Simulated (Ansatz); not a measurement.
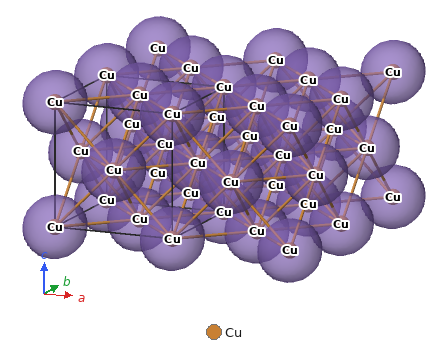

Cu. Isosurface of the valence pseudo-density at 0.6 e/Å³ (purple), seen slightly off an axis. Sticks mark near contacts.

Space group Fm-3m; computed pressure about 10 GPa in this cell.

The calculation used Kohn-Sham DFT of a periodic cell, BLYP, Ansatz PAW in Ansatz 0.2.0.

Core electrons are frozen (PAW), and the valence fields are smoothed inside the atomic spheres.

```
Cu
1.0
     3.61500    0.00000    0.00000
     0.00000    3.61500    0.00000
     0.00000    0.00000    3.61500
Cu
4
Direct
  0.00000 0.00000 0.00000
  0.50000 0.50000 0.00000
  0.50000 0.00000 0.50000
  0.00000 0.50000 0.50000
```

> Which contacts does the surface bridge?

At this value the density breaks into separate islands; it holds about 90 % of the electrons treated as valence (semicore included). It bridges none of the near contacts. It is pinched off along the shortest Cu–Cu (2.56 Å) contacts. On the grid the lowest density along these lines, outside the cores, is 0.26 e/Å³ (Cu–Cu, 2.56 Å).

> Does the calculation make it a metal, or give it a gap?

It is metallic or semimetallic at this level of theory: no gap opens.
